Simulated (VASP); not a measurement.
Run report: PtSe₂, band-structure run (part 2 of 2)

The same run, continued: PtSe₂ (slab, 9 atoms in the cell); Kohn-Sham DFT of a periodic cell, PBE with D3(BJ), VASP PAW PBE potentials, recommended, no spin polarisation (VASP 6.6.1); cutoff 520 eV, 6×6×1 k-mesh, Gaussian smearing of 0.03 eV. The structure derives from an entry of the Crystallography Open Database.

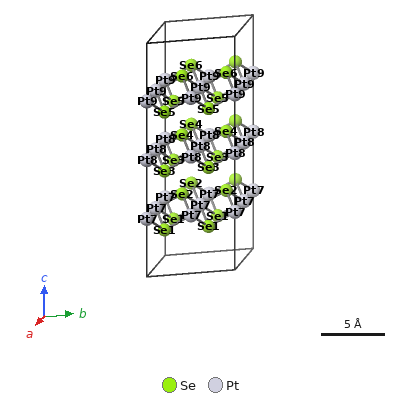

*The input geometry (ball-and-stick view of the 2 × 2 repeat of the cell, with the vacuum cut short, seen slightly off an axis; atoms are numbered from 1 in the order of the input). An atom can appear more than once, as a periodic image.*

Parts of OUTCAR, continued
```
 k-point     2 :       0.1667   -0.0000    0.0000
  band No.  band energies     occupation
      1     -14.5602      2.00000
      2     -14.2170      2.00000
      3     -13.8483      2.00000
      4     -13.0230      2.00000
      5     -12.5099      2.00000
      6     -12.1968      2.00000
      7      -5.9944      2.00000
      8      -5.8347      2.00000
      9      -5.3751      2.00000
     10      -5.3600      2.00000
     11      -5.3046      2.00000
     12      -5.2306      2.00000
     13      -5.2063      2.00000
     14      -4.8552      2.00000
     15      -4.5314      2.00000
     16      -3.7697      2.00000
     17      -3.5984      2.00000
     18      -3.5389      2.00000
     19      -3.4080      2.00000
     20      -3.2825      2.00000
     21      -3.2558      2.00000
     22      -2.4170      2.00000
     23      -2.2840      2.00000
     24      -2.2304      2.00000
     25      -1.2838      2.00000
     26      -1.0859      2.00000
     27      -0.8716      2.00000
     28      -0.6266      2.00000
     29      -0.5371      2.00000
     30      -0.5294      2.00000
     31      -0.2983      2.00000
     32       0.0021      2.00000
     33       0.5718      2.00000
     34       1.5135      0.00000
     35       1.5551      0.00000
     36       1.7023      0.00000
     37       2.1099      0.00000
     38       2.2948      0.00000
     39       2.7189      0.00000
     40       5.1730      0.00000
     41       5.2505      0.00000
     42       5.3511      0.00000
     43       5.7268      0.00000

 k-point     3 :       0.3333   -0.0000    0.0000
  band No.  band energies     occupation
      1     -13.8317      2.00000
      2     -13.5737      2.00000
      3     -13.2218      2.00000
      4     -12.8676      2.00000
      5     -12.5770      2.00000
      6     -12.4583      2.00000
      7      -6.1881      2.00000
      8      -5.8355      2.00000
      9      -5.5871      2.00000
     10      -5.4600      2.00000
     11      -5.1425      2.00000
     12      -5.0967      2.00000
     13      -4.9788      2.00000
     14      -4.9112      2.00000
     15      -4.5715      2.00000
     16      -4.4196      2.00000
     17      -3.8913      2.00000
     18      -3.6278      2.00000
     19      -3.4267      2.00000
     20      -3.2454      2.00000
     21      -3.1910      2.00000
     22      -2.7979      2.00000
     23      -2.6235      2.00000
     24      -2.4873      2.00000
     25      -2.1906      2.00000
     26      -1.7006      2.00000
     27      -1.6098      2.00000
     28      -1.4677      2.00000
     29      -1.3560      2.00000
     30      -1.2699      2.00000
     31      -1.0104      2.00000
     32      -0.8175      2.00000
     33      -0.0945      2.00000
     34       0.9483      0.00025
     35       1.5957      0.00000
     36       1.6201      0.00000
     37       2.2524      0.00000
     38       2.4089      0.00000
     39       2.7719      0.00000
     40       4.7774      0.00000
     41       5.0698      0.00000
     42       5.3346      0.00000
     43       6.0609      0.00000

 k-point     4 :       0.5000   -0.0000    0.0000
  band No.  band energies     occupation
      1     -13.2351      2.00000
      2     -13.1952      2.00000
      3     -12.8947      2.00000
      4     -12.7928      2.00000
      5     -12.6471      2.00000
      6     -12.6311      2.00000
      7      -6.7363      2.00000
      8      -6.4688      2.00000
      9      -6.4049      2.00000
     10      -5.1514      2.00000
     11      -5.1199      2.00000
     12      -4.9360      2.00000
     13      -4.8440      2.00000
     14      -4.7488      2.00000
     15      -4.1565      2.00000
     16      -4.1343      2.00000
     17      -3.7132      2.00000
     18      -3.3028      2.00000
     19      -2.8903      2.00000
     20      -2.7585      2.00000
     21      -2.7281      2.00000
     22      -2.6660      2.00000
     23      -2.5841      2.00000
     24      -2.5754      2.00000
     25      -2.5534      2.00000
     26      -2.4804      2.00000
     27      -2.4177      2.00000
     28      -2.2475      2.00000
     29      -2.2286      2.00000
     30      -2.1470      2.00000
     31      -1.9383      2.00000
     32      -1.5035      2.00000
     33      -0.7565      2.00000
     34       1.5086      0.00000
     35       1.6626      0.00000
     36       2.1109      0.00000
     37       2.2927      0.00000
     38       2.3513      0.00000
     39       2.9367      0.00000
     40       4.6021      0.00000
     41       4.8942      0.00000
     42       5.2179      0.00000
     43       5.7417      0.00000

 k-point     5 :       0.1667    0.1667    0.0000
  band No.  band energies     occupation
      1     -14.0464      2.00000
      2     -13.7540      2.00000
      3     -13.3918      2.00000
      4     -12.9081      2.00000
      5     -12.5513      2.00000
      6     -12.3819      2.00000
      7      -5.9073      2.00000
      8      -5.7354      2.00000
      9      -5.4498      2.00000
     10      -5.2624      2.00000
     11      -5.0965      2.00000
     12      -5.0676      2.00000
     13      -4.9530      2.00000
     14      -4.6604      2.00000
     15      -4.6525      2.00000
     16      -4.3627      2.00000
     17      -4.1158      2.00000
     18      -3.8505      2.00000
     19      -3.8133      2.00000
     20      -3.7300      2.00000
     21      -3.5741      2.00000
     22      -2.6549      2.00000
     23      -2.5348      2.00000
     24      -2.5168      2.00000
     25      -1.8162      2.00000
     26      -1.4489      2.00000
     27      -1.2845      2.00000
     28      -1.1638      2.00000
     29      -0.9048      2.00000
     30      -0.7964      2.00000
     31      -0.7457      2.00000
     32      -0.4140      2.00000
     33       0.0930      2.00000
     34       1.0216      0.00000
     35       1.3857      0.00000
     36       1.4787      0.00000
     37       1.6667      0.00000
     38       2.4283      0.00000
     39       2.4720      0.00000
     40       5.6276      0.00000
     41       5.8331      0.00000
     42       5.9701      0.00000
     43       6.0586      0.00000

 k-point     6 :       0.3333    0.1667    0.0000
  band No.  band energies     occupation
      1     -13.3268      2.00000
      2     -13.1910      2.00000
      3     -12.8927      2.00000
      4     -12.7757      2.00000
      5     -12.6186      2.00000
      6     -12.6045      2.00000
      7      -6.3070      2.00000
      8      -6.0627      2.00000
      9      -5.9905      2.00000
     10      -5.5742      2.00000
     11      -5.2310      2.00000
     12      -5.0345      2.00000
     13      -4.7682      2.00000
     14      -4.5257      2.00000
     15      -4.5074      2.00000
     16      -4.1309      2.00000
     17      -3.9751      2.00000
     18      -3.7770      2.00000
     19      -3.6852      2.00000
     20      -3.6715      2.00000
     21      -3.5814      2.00000
     22      -2.6279      2.00000
     23      -2.5659      2.00000
     24      -2.5205      2.00000
     25      -2.5030      2.00000
     26      -2.3933      2.00000
     27      -2.2662      2.00000
     28      -1.9839      2.00000
     29      -1.8542      2.00000
     30      -1.5013      2.00000
     31      -1.2831      2.00000
     32      -0.9030      2.00000
     33      -0.4972      2.00000
     34       0.9967      0.00000
     35       1.5616      0.00000
     36       1.7441      0.00000
     37       1.9086      0.00000
     38       2.2240      0.00000
     39       2.6281      0.00000
     40       5.2583      0.00000
     41       5.4919      0.00000
     42       5.8191      0.00000
     43       6.6685      0.00000

 k-point     7 :       0.3333    0.3333    0.0000
  band No.  band energies     occupation
      1     -12.9246      2.00000
      2     -12.9246      2.00000
      3     -12.8935      2.00000
      4     -12.8935      2.00000
      5     -12.5712      2.00000
      6     -12.5712      2.00000
      7      -6.0684      2.00000
      8      -5.6815      2.00000
      9      -5.6258      2.00000
     10      -5.6258      2.00000
     11      -5.4099      2.00000
     12      -5.4099      2.00000
     13      -5.3492      2.00000
     14      -5.0393      2.00000
     15      -5.0393      2.00000
     16      -3.8119      2.00000
     17      -3.8119      2.00000
     18      -3.6886      2.00000
     19      -3.6886      2.00000
     20      -3.6406      2.00000
     21      -3.6406      2.00000
     22      -3.3254      2.00000
     23      -2.9352      2.00000
     24      -2.7919      2.00000
     25      -2.7899      2.00000
     26      -2.4644      2.00000
     27      -1.8816      2.00000
     28      -1.6789      2.00000
     29      -1.6789      2.00000
     30      -1.3712      2.00000
     31      -1.3712      2.00000
     32      -1.0456      2.00000
     33      -1.0456      2.00000
     34       0.9027      0.12957
     35       0.9027      0.12957
     36       1.7093      0.00000
     37       1.7093      0.00000
     38       2.5798      0.00000
     39       2.5798      0.00000
     40       4.9167      0.00000
     41       5.8621      0.00000
     42       6.8357      0.00000
     43       7.9611      0.00000

------------------------ aborting loop because EDIFF is reached ----------------------------------------

 Edisp (eV)   -3.78246

 E8    (eV) :    -1.6635

  FORCE on cell =-STRESS in cart. coord.  units (eV):
  Direction    XX          YY          ZZ          XY          YZ          ZX
  --------------------------------------------------------------------------------------
  -------------------------------------------------------------------------------------
  Total      -0.08617    -0.08617     0.15829     0.00000    -0.00000    -0.00000
  in kB      -0.37013    -0.37013     0.67990     0.00000    -0.00000    -0.00000
  external pressure =       -0.02 kB  Pullay stress =        0.00 kB

 VOLUME and BASIS-vectors are now :
 -----------------------------------------------------------------------------
  energy-cutoff  :      520.00
  volume of cell :      373.00
      direct lattice vectors                 reciprocal lattice vectors
     3.748341242  0.000000000  0.000000000     0.266784675  0.154028204  0.000000000
    -1.874170621  3.246158734  0.000000000     0.000000000  0.308056408  0.000000000
     0.000000000  0.000000000 30.655000000     0.000000000  0.000000000  0.032621106

 POSITION                                       TOTAL-FORCE (eV/Angst)
 -----------------------------------------------------------------------------------
      1.87417      1.08205      9.14500        -0.000000     -0.000000     -0.029358
     -0.00000      2.16411     11.73887         0.000000      0.000000     -0.006019
      1.87417      1.08205     14.03340        -0.000000     -0.000000      0.077739
     -0.00000      2.16411     16.62160         0.000000      0.000000     -0.077739
      1.87417      1.08205     18.91613         0.000000      0.000000      0.006019
     -0.00000      2.16411     21.51000        -0.000000      0.000000      0.029358
      0.00000      0.00000     10.45843         0.000000     -0.000000     -0.000733
      0.00000      0.00000     15.32750         0.000000      0.000000      0.000000
      0.00000      0.00000     20.19657         0.000000      0.000000      0.000733
 -----------------------------------------------------------------------------------
    total drift:                                0.000000      0.000000      0.000000

  FREE ENERGIE OF THE ION-ELECTRON SYSTEM (eV)
  ---------------------------------------------------
  free  energy   TOTEN  =       -46.4546568733 eV

  energy  without entropy=      -46.4536750624  energy(sigma->0) =      -46.45416597

 vacuum level on the upper side and lower side of the slab         5.476         5.476
```

CONTCAR
```
PtSe2
   1.00000000000000
     3.7483412420000000    0.0000000000000000    0.0000000000000000
    -1.8741706210000000    3.2461587338000002    0.0000000000000000
     0.0000000000000000    0.0000000000000000   30.6550000000000011
  Se              Pt
     6     3
Direct
     0.6666666699999979    0.3333333300000021    0.2983199529966711
     0.3333333300000021    0.6666666699999979    0.3829349826438602
     0.6666666699999979    0.3333333300000021    0.4577849032311079
     0.3333333300000021    0.6666666699999979    0.5422150967688921
     0.6666666699999979    0.3333333300000021    0.6170650173561398
     0.3333333300000021    0.6666666699999979    0.7016800470033289
     0.0000000000000000    0.0000000000000000    0.3411656574382249
     0.0000000000000000    0.0000000000000000    0.5000000000000000
     0.0000000000000000    0.0000000000000000    0.6588343425617751

  0.00000000E+00  0.00000000E+00  0.00000000E+00
  0.00000000E+00  0.00000000E+00  0.00000000E+00
  0.00000000E+00  0.00000000E+00  0.00000000E+00
  0.00000000E+00  0.00000000E+00  0.00000000E+00
  0.00000000E+00  0.00000000E+00  0.00000000E+00
  0.00000000E+00  0.00000000E+00  0.00000000E+00
  0.00000000E+00  0.00000000E+00  0.00000000E+00
  0.00000000E+00  0.00000000E+00  0.00000000E+00
  0.00000000E+00  0.00000000E+00  0.00000000E+00
```

This output came from the following input.

INCAR
```
PREC = Accurate
ENCUT = 520
EDIFF = 1E-7
ISMEAR = 0
SIGMA = 0.03
LREAL = F
LASPH = T
NELM = 80
ALGO = Normal
ISIF = 2
LWAVE = F
LCHARG = F
LMAXMIX = 4
LDIPOL = T
IDIPOL = 3
DIPOL = 0.5 0.5 0.500
GGA = PE
IVDW = 12
NBANDS = 43
LVHAR = T
LVACPOTAV = T
KPAR = 4
```

KPOINTS
```
Automatic mesh
0
Gamma
  6 6 1
```

KPOINTS_OPT
```
explicit points
3
Reciprocal
 0.0000000000  0.0000000000  0.0000000000 1
 0.5000000000  0.0000000000  0.0000000000 1
 0.3333333300  0.3333333300  0.0000000000 1
```

POSCAR
```
PtSe2                                   
1.0
    3.7483412420      0.0000000000      0.0000000000
   -1.8741706210      3.2461587338      0.0000000000
    0.0000000000      0.0000000000     30.6550000000
  Se              Pt            
     6     3
Direct
     0.6666666699999979    0.3333333300000021    0.2983199529966729
     0.3333333300000021    0.6666666699999979    0.3829349826438626
     0.6666666699999979    0.3333333300000021    0.4577849032311083
     0.3333333300000021    0.6666666699999979    0.5422150967688917
     0.6666666699999979    0.3333333300000021    0.6170650173561374
     0.3333333300000021    0.6666666699999979    0.7016800470033271
     1.0000000000000000    1.0000000000000000    0.3411656574382238
     1.0000000000000000    0.0000000000000000    0.5000000000000000
     0.0000000000000000    0.0000000000000000    0.6588343425617762
```

Launched with:
```bash
cat potpaw_PBE.64/Se/POTCAR potpaw_PBE.64/Pt/POTCAR > POTCAR
mpirun -np 4 vasp_std > vasp.out
```

Summary

```tsv
quantity	value
outcome	converged
electrons treated	66
free energy	−46.4547 eV
dispersion energy	−3.7825 eV
gap on the k-point mesh	0.05 eV
gap on the band path	0.05 eV
largest force (length of the vector)	0.078 eV/Å
hardware	4 threads of Intel Xeon (Sapphire Rapids), 176 GiB of memory available, shared host
wall time	73 s (CPU time 4.7 min)
peak memory	0.46 GiB
```

Remarks

Spin–orbit coupling is left out, which matters for Pt.
